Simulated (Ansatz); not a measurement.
# Ge: one change and its effect

System: Ge (Fd-3m, 2 atoms in the cell).
Method of the first run: DFT, PBE, norm-conserving pseudopotentials, Ansatz's default files, scalar-relativistic, no spin polarisation (Ansatz 0.2.0).

Its volume is 0.84 times that of the source entry. Text and figures count atoms from 1; the logs count them from 0 in places.

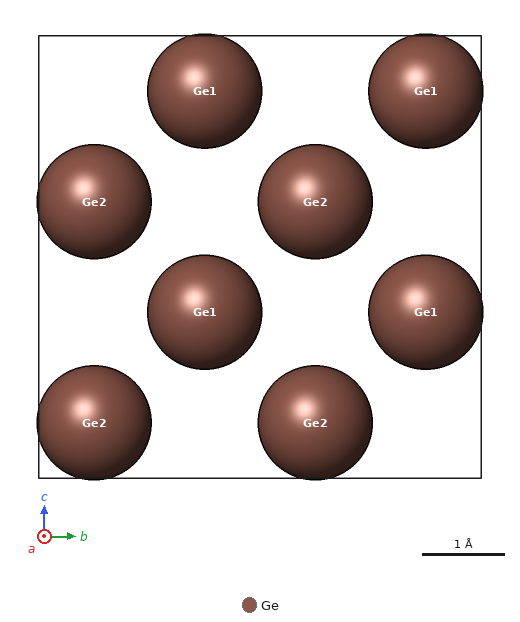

Fig. 1: The input geometry (spheres-only view of the cell 4 times as large as that of the calculation, set on its symmetry axes, along the a axis; atoms are numbered from 1 in the order of the input).

### The input, the first run
```yaml
crystal:
  lattice:
    - [0.0, 2.7184742184, 2.7184742184]
    - [2.7184742184, 0.0, 2.7184742184]
    - [2.7184742184, 2.7184742184, 0.0]
  atoms:
    - { symbol: Ge, position: [-0.125, -0.125, -0.125] }
    - { symbol: Ge, position: [0.125, 0.125, 0.125] }
kpoints:
  mp_grid: { grid: [11, 11, 11] }
scf:
  occupations: { method: fermi_dirac, width: 0.08 }
hamiltonian:
  xc: pbe
  pseudopotentials: { kind: nc }
output:
  forces: true
  stress: true
  eigenvalues: true
```

Command:
```bash
ansatz run input.yaml --threads 1 --pin off --max-ram 2048MiB --backend cpu --events-out ev --progress --plain --runs-dir out
```

Hardware: 1 thread of Intel Xeon (Granite Rapids), 32 GiB of memory available, shared host.

### Output, shortened to warnings, some set-up lines, iterations and results (the first run)
```
Basis set: ecut = 1061.244064 eV, 3143 PW (Γ), exchange–correlation on 90×90×90 points (8 copies of the dense FFT grid, shifted against one another)
Symmetry: 48 space group operations
k-points: 56 of 1331
Initial density: superposition of atomic densities (chi_scale 0.1, normalization cell)
[...]
SCF iter   1: F=—  HF=-4860.909360 eV  |F-HF|=—  |Δ(HF+E_count)|=         —  Δρ=4.00e-2  dr2=5.53e-1  ethr=3.10e-3  ⟨swp⟩=6.1  Hψ=5255  notcnv=0
SCF iter   2: F=—  HF=-4860.812906 eV  |F-HF|=—  |Δ(HF+E_count)|=   9.65e-2  Δρ=1.79e-2  dr2=1.03e-1  ethr=1.97e-3  ⟨swp⟩=1.6  Hψ=1525  notcnv=0
SCF iter   3: F=—  HF=-4860.801269 eV  |F-HF|=—  |Δ(HF+E_count)|=   1.16e-2  Δρ=2.47e-3  dr2=5.66e-4  ethr=3.67e-4  ⟨swp⟩=3.0  Hψ=2007  notcnv=0
SCF iter   4: F=—  HF=-4860.801400 eV  |F-HF|=—  |Δ(HF+E_count)|=   1.30e-4  Δρ=7.36e-4  dr2=1.04e-4  ethr=2.02e-6  ⟨swp⟩=2.0  Hψ=1792  notcnv=0
SCF iter   5: F=—  HF=-4860.801367 eV  |F-HF|=—  |Δ(HF+E_count)|=   3.31e-5  Δρ=9.87e-5  dr2=2.10e-6  ethr=3.70e-7  ⟨swp⟩=2.2  Hψ=1761  notcnv=0
SCF iter   6: F=—  HF=-4860.801475 eV  |F-HF|=—  |Δ(HF+E_count)|=   1.08e-4  Δρ=2.18e-5  dr2=8.26e-8  ethr=3.57e-10  ⟨swp⟩=7.6  Hψ=5560  notcnv=0
SCF iter   7: F=-4860.801475 eV  HF=-4860.801475 eV  |F-HF|=1.81e-10  |Δ(HF+E_count)|=   9.38e-9  Δρ=1.53e-6  dr2=5.86e-10  ethr=2.95e-10  ⟨swp⟩=2.3  Hψ=3837  notcnv=0
SCF 1 converged in 7 iterations: F = -4860.801475 eV  dr2 = 5.86e-10
SCF converged after 7 iterations
Free energy (F): -4860.801475 eV
Harris-Foulkes:  -4860.801475 eV  (|F-HF|=1.81e-10)
Internal energy: -4860.800842 eV  (E = F + TS)
E sigma→0 (E₀):  -4860.801158 eV
Entropy (-TS):   -0.000633 eV (-0.317 meV/atom)
Fermi energy:    11.533157 eV
--- Per-component energies (eV) ---
  E_band       = -228.634683
  E_kinetic    = 3650.097551
  E_local      = -4086.650570  (includes V_loc(G=0)·N_el)
  E_nonlocal   = -1879.356642
  E_hartree    = 1441.242929
  E_xc         = -1189.836763
  E_vxc        = -795.209413  (∫ρ·V_xc dr)
  E_ewald      = -2796.297347
  E_smearing   = -0.000633  (= −TS)
  E_closure    = 0.000000  (closes the sum)
  Σ components = -4860.801475   (vs F -4860.801475, Δ=0.00e0)
--- Forces (eV/Å), atoms counted from 1 ---
  atom   1  Ge    -0.00000000    -0.00000000     0.00000000
  atom   2  Ge     0.00000000     0.00000000     0.00000000
  max |Σ_I F_I| component: 1.39e-16 eV/Å
--- Stress (GPa, compression-positive) ---
       15.675376       0.000000       0.000000
       -0.000000      15.675376       0.000000
        0.000000       0.000000      15.675376
  P = ⅓ Tr σ = 15.6754 GPa (156.754 kbar)
```

The second run used a changed input.

### The two runs side by side

| quantity | the first run | the second run |
| --- | --- | --- |
| outcome | converged | converged |
| free energy per atom (eV) | −2430.4007 | −2343.6329 |
| energy per atom, smearing taken to zero (eV) | −2430.4006 | −2343.6324 |
| pressure (GPa) | 15.68 | −2.32 |
| largest force (eV/Å) | 0.000 | 0.000 |
| SCF iterations | 7 | 7 |
| irreducible k-points | 56 | 56 |
| plane waves at Γ | 3143 | 893 |
| wall time (shared host) | 2.9 s | 1 s |

What was changed in the input?

The change (lines with − go, lines with + come):
```diff
+basis:
+  ecutwfc: "450 eV"
```

The free energy of the second run is 86767.8 meV per atom higher, which measures how much it depends on this numerical setting. The pressure goes from 15.68 to −2.32 GPa. More plane waves can only lower the energy of a fixed Hamiltonian, so the higher cutoff gives the lower value. The lower cutoff gives the lower pressure, as an incomplete plane-wave basis does (Pulay stress). The number of SCF iterations is the same. The plane waves at Γ go from 3143 to 893.

### Output, shortened to warnings, some set-up lines, iterations and results (the second run)
```
Warning: basis.ecutwfc = 450 eV is below the records' recommended 1061.244064 eV, and the density's cutoff is lower with it unless basis.ecutrho_ratio is high enough to keep the records' density cutoff: compare with a run at a higher cutoff
Basis set: ecut = 450 eV, 893 PW (Γ), exchange–correlation on 54×54×54 points (8 copies of the dense FFT grid, shifted against one another)
Symmetry: 48 space group operations
k-points: 56 of 1331
Initial density: superposition of atomic densities (chi_scale 0.1, normalization cell)
[...]
SCF iter   1: F=—  HF=-4714.419604 eV  |F-HF|=—  |Δ(HF+E_count)|=         —  Δρ=6.83e-1  dr2=4.87e1  ethr=3.10e-3  ⟨swp⟩=4.6  Hψ=5321  notcnv=0
SCF iter   2: F=—  HF=-4690.236730 eV  |F-HF|=—  |Δ(HF+E_count)|=    2.42e1  Δρ=2.81e-1  dr2=5.92e0  ethr=3.10e-3  ⟨swp⟩=4.2  Hψ=3366  notcnv=0
SCF iter   3: F=—  HF=-4687.292068 eV  |F-HF|=—  |Δ(HF+E_count)|=    2.94e0  Δρ=4.77e-2  dr2=1.14e-1  ethr=3.10e-3  ⟨swp⟩=2.9  Hψ=2120  notcnv=0
SCF iter   4: F=—  HF=-4687.265899 eV  |F-HF|=—  |Δ(HF+E_count)|=   2.62e-2  Δρ=5.71e-3  dr2=1.98e-3  ethr=4.08e-4  ⟨swp⟩=3.0  Hψ=2017  notcnv=0
SCF iter   5: F=—  HF=-4687.266216 eV  |F-HF|=—  |Δ(HF+E_count)|=   3.17e-4  Δρ=2.26e-4  dr2=4.25e-6  ethr=7.08e-6  ⟨swp⟩=1.0  Hψ=1008  notcnv=0
SCF iter   6: F=—  HF=-4687.265862 eV  |F-HF|=—  |Δ(HF+E_count)|=   3.54e-4  Δρ=3.35e-5  dr2=3.07e-7  ethr=3.57e-10  ⟨swp⟩=8.6  Hψ=6196  notcnv=0
SCF iter   7: F=-4687.265862 eV  HF=-4687.265862 eV  |F-HF|=1.46e-9  |Δ(HF+E_count)|=   8.35e-8  Δρ=4.63e-6  dr2=3.35e-9  ethr=3.57e-10  ⟨swp⟩=5.0  Hψ=3728  notcnv=0
SCF 1 converged in 7 iterations: F = -4687.265862 eV  dr2 = 3.35e-9
SCF converged after 7 iterations
Free energy (F): -4687.265862 eV
Harris-Foulkes:  -4687.265862 eV  (|F-HF|=1.46e-9)
Internal energy: -4687.263839 eV  (E = F + TS)
E sigma→0 (E₀):  -4687.264850 eV
Entropy (-TS):   -0.002023 eV (-1.011 meV/atom)
Fermi energy:    11.528783 eV
--- Per-component energies (eV) ---
  E_band       = -247.889811
  E_kinetic    = 3140.415504
  E_local      = -3724.994362  (includes V_loc(G=0)·N_el)
  E_nonlocal   = -1431.150931
  E_hartree    = 1254.911545
  E_xc         = -1130.148247
  E_vxc        = -741.982673  (∫ρ·V_xc dr)
  E_ewald      = -2796.297347
  E_smearing   = -0.002023  (= −TS)
  E_closure    = 0.000000  (closes the sum)
  Σ components = -4687.265862   (vs F -4687.265862, Δ=0.00e0)
--- Forces (eV/Å), atoms counted from 1 ---
  atom   1  Ge     0.00000000     0.00000000     0.00000000
  atom   2  Ge     0.00000000     0.00000000     0.00000000
  max |Σ_I F_I| component: 2.96e-16 eV/Å
--- Stress (GPa, compression-positive) ---
       -2.315120      -0.000000       0.000000
       -0.000000      -2.315120       0.000000
       -0.000000       0.000000      -2.315120
  P = ⅓ Tr σ = -2.3151 GPa (-23.151 kbar)
```

For the first run: The cell is under a pressure of 15.7 GPa at this level, so it is not at its equilibrium volume. For the second run: Warnings: the cutoff is below the recommended one.
